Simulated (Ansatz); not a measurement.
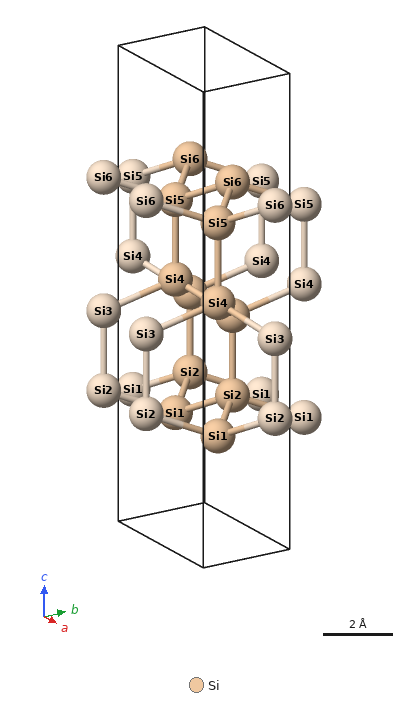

The structure as given in the input (ball-and-stick view of the 2 × 1 repeat of the cell, with the vacuum cut short, seen slightly off an axis; neighbours outside the cell are drawn fainter; atoms are numbered from 1 in the order of the input). An atom can appear more than once, as a periodic image.

# Run report: Si, geometry relaxation (part 1 of 2)

The run: geometry relaxation of Si (slab, 6 atoms in the cell). Method and program: DFT PBEsol, scalar-relativistic, plane waves, PAW, no spin polarisation (Ansatz 0.2.0).

The structure derives from a Materials Project entry. The input holds or restrains some coordinates. Forces given for the steps count only the free coordinates. It belongs to a series of runs on one base structure; here: clean slab, lower half held. Figures and captions count atoms from 1; the log counts them from 0 in places.

### Output
```
Engine: ansatz 0.2.0, aarch64-unknown-linux-gnu
Pseudopotentials: kind: paw
Pseudopotential: Si, paw, valence charge 4, recommended cutoff 420 eV (normal), Si.paw.azcp
Functional definition: PBEsol
  exchange = pbesol_x
  correlation = pbesol_c
Crystal: 6 atoms, lattice volume = 305.609 Å³
Basis set: ecut = 420 eV, 5937 PW (Γ), exchange–correlation on 54×54×324 points (8 copies of the dense FFT grid, shifted against one another)
Bands: 18, of which v1, the nominal top of the filled ones, is band 12 counted from 1 (11 counted from 0)
Symmetry: 6 space group operations
k-points: 12 of 81 (time reversal used)
Non-local potential: Si, projectors of the file, l = 0: 2, l = 1: 2, l = 2: 2
PAW form: soft (Blöchl's): semilocal exchange-correlation on the pseudo side does not see the compensation charge
PAW frozen core: Si, regenerated for the run's functional, and the local potential with it (the file was generated under x = pbe(κ = 0.804, μ = 0.2195149727645171), c = pbe(β = 0.06672455060314922))
PAW one-centre angular grid: Si, 110 points (default); XC on 64 Gauss nodes
Initial density: superposition of atomic densities (neutral atoms: chi_scale 0, normalization atom), corrected by the library's trained network
Initial wavefunctions: pseudopotential atomic-orbital guess
Functional: x = pbesol(κ = 0.804, μ = 0.12345679012345678), c = pbesol(β = 0.046)
SCF iter   1: F=—  HF=-3726.360770 eV  |F-HF|=—  |Δ(HF+E_count)|=         —  Δρ=3.19e-3  dr2=1.88e-1  ethr=1.77e-3  p=0.000 e·Å  D=6.61e-14 V/Å  ΔV_dip=-0.00 eV  dr2_dipole=2.47e-7  V_vac-E_F(+/−)=4.99/4.99 eV  ⟨swp⟩=9.5  Hψ=1702  notcnv=0  defer=2
efield: sawtooth ramp at fractional position 0.9800 (placed from the atoms, in the widest stretch of the axis that holds none; the zero of the levels goes with the place), width 0.0400; the density the first Hamiltonian is built on has a dipole p = 0.000 e·Å; the dipole correction subtracts the counter field D = 6.61e-14 V/Å, which shifts the + side's vacuum level by -0.00 eV against the − side's; the planar-averaged density in the ramp window peaks in size at 1.4e-5 e/Å³
preconditioner: auto → LDOS  [insulator: Δε(μ)=0.073 eV  Ē_g=7.332 eV  σ=0.050 eV  W_gap=0.62  n_scr=12 (ndim 8)  ℏωp=10.4 eV  f_vac=0.523  D(μ)=1.73/eV (n_scr^D=6)  ε∞_Penn≈3.0  β→1.0]
SCF iter   2: F=—  HF=-3726.332981 eV  |F-HF|=—  |Δ(HF+E_count)|=   2.78e-2  Δρ=1.22e-3  dr2=7.07e-3  ethr=7.82e-4  p=0.000 e·Å  D=3.98e-5 V/Å  ΔV_dip=-0.00 eV  dr2_dipole=9.12e-6  V_vac-E_F(+/−)=4.75/4.75 eV  ⟨swp⟩=3.1  Hψ=436  notcnv=0  defer=13
SCF iter   3: F=—  HF=-3726.332249 eV  |F-HF|=—  |Δ(HF+E_count)|=   7.32e-4  Δρ=3.69e-4  dr2=1.44e-3  ethr=2.95e-5  p=-0.000 e·Å  D=-4.28e-5 V/Å  ΔV_dip=0.00 eV  dr2_dipole=3.51e-5  V_vac-E_F(+/−)=4.77/4.77 eV  ⟨swp⟩=2.0  Hψ=378  notcnv=0  defer=14
SCF iter   4: F=—  HF=-3726.332019 eV  |F-HF|=—  |Δ(HF+E_count)|=   2.30e-4  Δρ=9.97e-5  dr2=2.05e-4  ethr=6.00e-6  p=0.000 e·Å  D=5.75e-5 V/Å  ΔV_dip=-0.00 eV  dr2_dipole=5.04e-5  V_vac-E_F(+/−)=4.75/4.75 eV  ⟨swp⟩=2.6  Hψ=326  notcnv=0  defer=14
SCF iter   5: F=—  HF=-3726.331997 eV  |F-HF|=—  |Δ(HF+E_count)|=   2.11e-5  Δρ=4.13e-5  dr2=1.05e-4  ethr=8.54e-7  p=-0.000 e·Å  D=-5.50e-5 V/Å  ΔV_dip=0.00 eV  dr2_dipole=5.46e-5  V_vac-E_F(+/−)=4.75/4.75 eV  ⟨swp⟩=2.2  Hψ=264  notcnv=0  defer=14
SCF iter   6: F=-3726.331995 eV  HF=-3726.331998 eV  |F-HF|=3.63e-6  |Δ(HF+E_count)|=   9.86e-7  Δρ=1.79e-5  dr2=4.58e-6  ethr=9.38e-8  p=-0.000 e·Å  D=-5.17e-6 V/Å  ΔV_dip=0.00 eV  dr2_dipole=6.61e-7  V_vac-E_F(+/−)=4.74/4.74 eV  ⟨swp⟩=19.2  Hψ=2312  notcnv=0
SCF 1 converged in 6 iterations: F = -3726.331995 eV  dr2 = 4.58e-6
  greatest PAW one-centre occupation: 0.668 electrons in one spin orbital (limit 2), on the Si atom at site 0 (counted from 0), in its partial waves of l = 0
relax step   1: F+E_penalty+E_count = -3726.33199481 eV  Δ(F+E_penalty+E_count) = +0.000e0 eV  max|allowed force component| = 5.887e-1 eV/Å  Δτ_max = 0.0000 Å  (6 SCF iters, dr2 threshold 2.25e-5 eV, accepted)
Initial density: handed on by an earlier stage of this run
Initial wavefunctions: those handed on with the density
iter 1 solved again at ethr=3.03e-3 eV; its pass at ethr=3.10e-3 eV (dr2=7.28e-1 eV) is discarded
SCF iter   1: F=—  HF=-3726.380270 eV  |F-HF|=—  |Δ(HF+E_count)|=         —  Δρ=3.26e-3  dr2=6.46e-1  ethr=3.03e-3  p=-0.000 e·Å  D=-5.17e-6 V/Å  ΔV_dip=0.00 eV  dr2_dipole=3.64e-1  V_vac-E_F(+/−)=4.72/4.72 eV  ⟨swp⟩=1.0  Hψ=995  notcnv=0  defer=15
efield: sawtooth ramp at fractional position 0.9800 (handed on by an earlier solve), width 0.0400; the density the first Hamiltonian is built on has a dipole p = -0.000 e·Å; the dipole correction subtracts the counter field D = -5.17e-6 V/Å, which shifts the + side's vacuum level by +0.00 eV against the − side's; the planar-averaged density in the ramp window peaks in size at 2.7e-8 e/Å³
preconditioner: auto → LDOS  [insulator: Δε(μ)=0.062 eV  Ē_g=7.375 eV  σ=0.050 eV  W_gap=0.52  n_scr=12 (ndim 8)  ℏωp=10.4 eV  f_vac=0.531  D(μ)=1.69/eV (n_scr^D=6)  ε∞_Penn≈3.0  β→1.0]
SCF iter   2: F=—  HF=-3726.491484 eV  |F-HF|=—  |Δ(HF+E_count)|=   1.11e-1  Δρ=8.41e-3  dr2=4.97e0  ethr=2.69e-3  p=0.065 e·Å  D=3.85e-2 V/Å  ΔV_dip=-0.93 eV  dr2_dipole=2.92e0  V_vac-E_F(+/−)=4.03/4.96 eV  ⟨swp⟩=2.8  Hψ=271  notcnv=0  defer=15  recentre
SCF iter   3: F=—  HF=-3726.371019 eV  |F-HF|=—  |Δ(HF+E_count)|=   1.20e-1  Δρ=1.92e-3  dr2=2.36e-1  ethr=2.69e-3  p=0.004 e·Å  D=2.31e-3 V/Å  ΔV_dip=-0.06 eV  dr2_dipole=1.34e-1  V_vac-E_F(+/−)=4.70/4.75 eV  ⟨swp⟩=2.4  Hψ=269  notcnv=0  defer=15
SCF iter   4: F=—  HF=-3726.366292 eV  |F-HF|=—  |Δ(HF+E_count)|=   4.73e-3  Δρ=5.31e-4  dr2=1.55e-2  ethr=9.85e-4  p=0.012 e·Å  D=7.23e-3 V/Å  ΔV_dip=-0.17 eV  dr2_dipole=9.29e-3  V_vac-E_F(+/−)=4.62/4.80 eV  ⟨swp⟩=1.1  Hψ=277  notcnv=0  defer=15
SCF iter   5: F=—  HF=-3726.365945 eV  |F-HF|=—  |Δ(HF+E_count)|=   3.47e-4  Δρ=2.99e-4  dr2=6.07e-3  ethr=6.46e-5  p=0.008 e·Å  D=4.80e-3 V/Å  ΔV_dip=-0.12 eV  dr2_dipole=3.49e-3  V_vac-E_F(+/−)=4.66/4.77 eV  ⟨swp⟩=1.5  Hψ=241  notcnv=0  defer=15
SCF iter   6: F=—  HF=-3726.365828 eV  |F-HF|=—  |Δ(HF+E_count)|=   1.17e-4  Δρ=1.38e-4  dr2=1.27e-3  ethr=2.53e-5  p=0.009 e·Å  D=5.16e-3 V/Å  ΔV_dip=-0.12 eV  dr2_dipole=7.25e-4  V_vac-E_F(+/−)=4.65/4.78 eV  ⟨swp⟩=1.3  Hψ=218  notcnv=0  defer=15
SCF iter   7: F=-3726.365766 eV  HF=-3726.365782 eV  |F-HF|=1.64e-5  |Δ(HF+E_count)|=   4.61e-5  Δρ=1.91e-5  dr2=1.29e-5  ethr=9.03e-8  p=0.009 e·Å  D=5.48e-3 V/Å  ΔV_dip=-0.13 eV  dr2_dipole=5.01e-6  V_vac-E_F(+/−)=4.65/4.78 eV  ⟨swp⟩=20.9  Hψ=2398  notcnv=0
SCF 2 converged in 7 iterations: F = -3726.365766 eV  dr2 = 1.29e-5
relax step   2: F+E_penalty+E_count = -3726.36576567 eV  Δ(F+E_penalty+E_count) = -3.377e-2 eV  max|allowed force component| = 2.877e-1 eV/Å  Δτ_max = 0.1094 Å  (7 SCF iters, dr2 threshold 2.17e-5 eV, accepted)
SCF iter   1: F=—  HF=-3726.373183 eV  |F-HF|=—  |Δ(HF+E_count)|=         —  Δρ=1.40e-3  dr2=1.44e-1  ethr=1.89e-3  p=0.009 e·Å  D=5.48e-3 V/Å  ΔV_dip=-0.13 eV  dr2_dipole=7.84e-2  V_vac-E_F(+/−)=4.63/4.76 eV  ⟨swp⟩=2.0  Hψ=463  notcnv=0  defer=15
efield: sawtooth ramp at fractional position 0.9800 (handed on by an earlier solve), width 0.0400; the density the first Hamiltonian is built on has a dipole p = 0.009 e·Å; the dipole correction subtracts the counter field D = 5.48e-3 V/Å, which shifts the + side's vacuum level by -0.13 eV against the − side's; the planar-averaged density in the ramp window peaks in size at 6.0e-8 e/Å³
preconditioner: auto → LDOS  [insulator: Δε(μ)=0.142 eV  Ē_g=7.376 eV  σ=0.050 eV  W_gap=0.76  n_scr=12 (ndim 8)  ℏωp=10.4 eV  f_vac=0.531  D(μ)=2.19/eV (n_scr^D=8)  ε∞_Penn≈3.0  β→1.0]
SCF iter   2: F=—  HF=-3726.388345 eV  |F-HF|=—  |Δ(HF+E_count)|=   1.52e-2  Δρ=3.76e-3  dr2=1.04e0  ethr=6.01e-4  p=0.032 e·Å  D=1.87e-2 V/Å  ΔV_dip=-0.45 eV  dr2_dipole=5.93e-1  V_vac-E_F(+/−)=4.42/4.87 eV  ⟨swp⟩=1.0  Hψ=312  notcnv=0  defer=15  recentre
SCF iter   3: F=—  HF=-3726.371587 eV  |F-HF|=—  |Δ(HF+E_count)|=   1.68e-2  Δρ=6.64e-4  dr2=2.94e-2  ethr=6.01e-4  p=0.012 e·Å  D=7.14e-3 V/Å  ΔV_dip=-0.17 eV  dr2_dipole=1.58e-2  V_vac-E_F(+/−)=4.61/4.78 eV  ⟨swp⟩=1.2  Hψ=203  notcnv=0  defer=15
SCF iter   4: F=—  HF=-3726.371028 eV  |F-HF|=—  |Δ(HF+E_count)|=   5.59e-4  Δρ=7.19e-5  dr2=1.96e-4  ethr=1.23e-4  p=0.014 e·Å  D=8.56e-3 V/Å  ΔV_dip=-0.21 eV  dr2_dipole=1.18e-4  V_vac-E_F(+/−)=4.58/4.79 eV  ⟨swp⟩=1.0  Hψ=201  notcnv=0  defer=15
SCF iter   5: F=—  HF=-3726.371023 eV  |F-HF|=—  |Δ(HF+E_count)|=   5.38e-6  Δρ=2.69e-5  dr2=1.56e-5  ethr=8.17e-7  p=0.014 e·Å  D=8.29e-3 V/Å  ΔV_dip=-0.20 eV  dr2_dipole=9.23e-6  V_vac-E_F(+/−)=4.59/4.79 eV  ⟨swp⟩=2.1  Hψ=307  notcnv=0  defer=15
iter 6 did not close the SCF: its close was put off until two iterations running show no level that it waits for move by more than its bar (scf_convergence_deferred on its scf_iter line)
SCF iter   6: F=-3726.371022 eV  HF=-3726.371023 eV  |F-HF|=1.72e-7  |Δ(HF+E_count)|=   5.52e-8  Δρ=6.44e-6  dr2=4.71e-7  ethr=2.16e-8  p=0.014 e·Å  D=8.13e-3 V/Å  ΔV_dip=-0.20 eV  dr2_dipole=7.89e-9  V_vac-E_F(+/−)=4.59/4.79 eV  ⟨swp⟩=20.0  Hψ=2270  notcnv=0
iter 7 did not close the SCF: its close was put off until two iterations running show no level that it waits for move by more than its bar (scf_convergence_deferred on its scf_iter line)
SCF iter   7: F=-3726.371022 eV  HF=-3726.371023 eV  |F-HF|=3.44e-7  |Δ(HF+E_count)|=   8.80e-8  Δρ=2.83e-6  dr2=2.76e-7  ethr=1.96e-9  p=0.014 e·Å  D=8.08e-3 V/Å  ΔV_dip=-0.19 eV  dr2_dipole=1.29e-7  V_vac-E_F(+/−)=4.59/4.79 eV  ⟨swp⟩=8.9  Hψ=1652  notcnv=0
SCF iter   8: F=-3726.371023 eV  HF=-3726.371023 eV  |F-HF|=2.62e-9  |Δ(HF+E_count)|=   2.87e-8  Δρ=7.97e-7  dr2=5.97e-9  ethr=1.15e-9  p=0.014 e·Å  D=8.08e-3 V/Å  ΔV_dip=-0.19 eV  dr2_dipole=1.02e-9  V_vac-E_F(+/−)=4.59/4.79 eV  ⟨swp⟩=8.8  Hψ=1523  notcnv=0
SCF 3 converged in 8 iterations: F = -3726.371023 eV  dr2 = 5.97e-9
relax step   3: F+E_penalty+E_count = -3726.37102275 eV  Δ(F+E_penalty+E_count) = -5.257e-3 eV  max|allowed force component| = 1.841e-2 eV/Å  Δτ_max = 0.0236 Å  (8 SCF iters, dr2 threshold 5.17e-6 eV, accepted)
iter 1 solved again at ethr=6.31e-11 eV; its pass at ethr=3.10e-3 eV (dr2=1.51e-8 eV) is discarded
SCF iter   1: F=—  HF=-3726.371058 eV  |F-HF|=—  |Δ(HF+E_count)|=         —  Δρ=1.14e-6  dr2=1.48e-8  ethr=6.31e-11  p=0.014 e·Å  D=8.08e-3 V/Å  ΔV_dip=-0.19 eV  dr2_dipole=5.36e-9  V_vac-E_F(+/−)=4.59/4.79 eV  ⟨swp⟩=1.0  Hψ=720  notcnv=0
efield: sawtooth ramp at fractional position 0.9800 (handed on by an earlier solve), width 0.0400; the density the first Hamiltonian is built on has a dipole p = 0.014 e·Å; the dipole correction subtracts the counter field D = 8.08e-3 V/Å, which shifts the + side's vacuum level by -0.19 eV against the − side's; the planar-averaged density in the ramp window peaks in size at 2.2e-8 e/Å³
preconditioner: auto → LDOS  [insulator: Δε(μ)=0.115 eV  Ē_g=7.374 eV  σ=0.050 eV  W_gap=0.67  n_scr=12 (ndim 8)  ℏωp=10.4 eV  f_vac=0.531  D(μ)=2.20/eV (n_scr^D=8)  ε∞_Penn≈3.0  β→1.0]
SCF iter   2: F=-3726.371023 eV  HF=-3726.371023 eV  |F-HF|=1.03e-7  |Δ(HF+E_count)|=   3.52e-5  Δρ=1.45e-6  dr2=6.94e-8  ethr=6.18e-11  p=0.014 e·Å  D=8.08e-3 V/Å  ΔV_dip=-0.19 eV  dr2_dipole=3.86e-8  V_vac-E_F(+/−)=4.59/4.79 eV  ⟨swp⟩=10.8  Hψ=1700  notcnv=0
SCF 4 converged in 2 iterations: F = -3726.371023 eV  dr2 = 6.94e-8
relax step   4: F+E_penalty+E_count = -3726.37102265 eV  Δ(F+E_penalty+E_count) = +9.714e-8 eV  max|allowed force component| = 1.838e-2 eV/Å  Δτ_max = 0.0000 Å  (2 SCF iters, accepted)
```

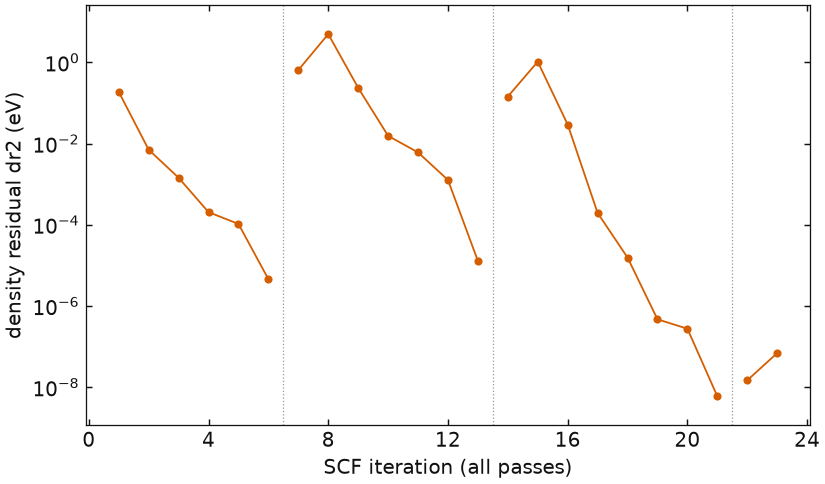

Convergence of the self-consistent field: density residual dr2 against the SCF iteration. The dotted lines part the SCF passes of the relaxation: geometry steps, rejected trials and re-solves on a re-selected basis. The passes take 6, 7, 8 and 2 iterations.

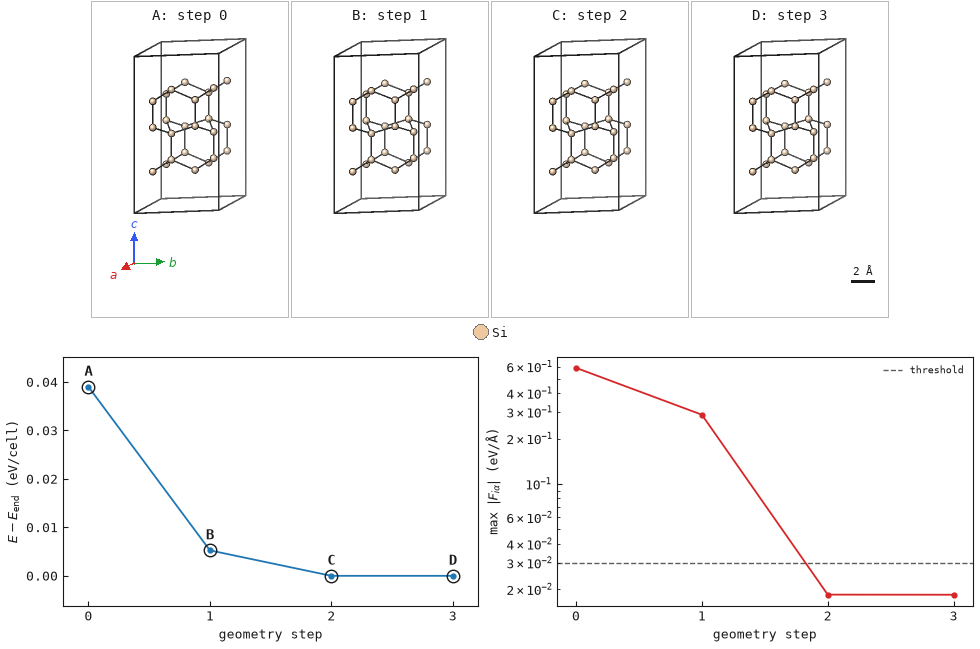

Frames of the restrained relaxation (ball-and-stick view of the 2 × 2 repeat of the cell, with the vacuum cut short, seen slightly off an axis) above the curves, on which the letters mark them (the first geometry is step 0 here and step 1 in the log).

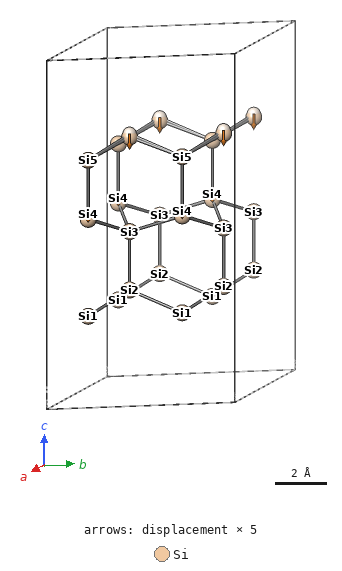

Start (faint) and end (solid) with the displacements as orange arrows, magnified 5 times (ball-and-stick view of the 2 × 2 repeat of the cell, with the vacuum cut short, seen slightly off an axis). The energy falls by 39.0 meV per cell of the calculation in 3 geometry steps. The largest force component goes from 0.59 to 0.018 eV/Å. Si6 moves most: 0.13 Å. The cell doesn't change. Among the contacts that change: Si5–Si6 2.348 → 2.308 Å, Si4–Si5 2.365 → 2.393 Å, Si3–Si4 2.348 → 2.336 Å. Among the angles that change: Si4–Si5–Si6 109.8° → 106.9°, Si6–Si5–Si6 109.1° → 111.9°. (Atoms are counted from 1 in the order of the input.)
